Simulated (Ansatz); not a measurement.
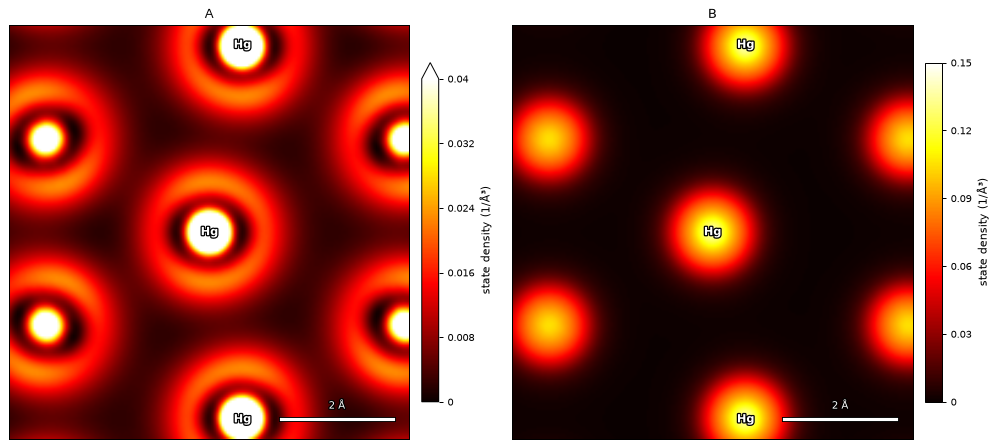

Hg: densities of the states in two energy windows, on the (010) plane of the conventional cell.

Space group I-42d. Spin-orbit coupling, left out here, splits and shifts the levels of such heavy elements, by tenths of an eV up to several eV. The cell comes from a database of computed structures, not from a measurement.

Method: DFT PBE, scalar-relativistic, plane waves, PAW in Ansatz.

Core electrons are frozen (PAW), so the fields are smoothed inside the atomic spheres.

```
Hg
1.0
     6.45429    0.00000    0.00000
     0.00000    6.45429    0.00000
     0.00000    0.00000    6.68939
Hg
8
Direct
  0.20427 0.75000 0.12500
  0.70427 0.25000 0.62500
  0.79573 0.25000 0.12500
  0.29573 0.75000 0.62500
  0.25000 0.29573 0.37500
  0.75000 0.79573 0.87500
  0.25000 0.20427 0.87500
  0.75000 0.70427 0.37500
```

### The windows, about the Fermi level, are −6.5 to −4.3 eV and −1.2 to 0.0 eV. Which panel shows which?

Panel A: −1.2 to 0.0 eV, the filled states just under the Fermi level, mainly Hg 6s (over 95 %).
Panel B: −6.5 to −4.3 eV, the lower third of the occupied valence band, mainly Hg 5d (95 %).
The characters are Löwdin shares on a minimal set of atomic orbitals.

Cost of the run: 63 s on 1 thread of Arm Neoverse N1 (shared host), peak memory 0.48 GiB.
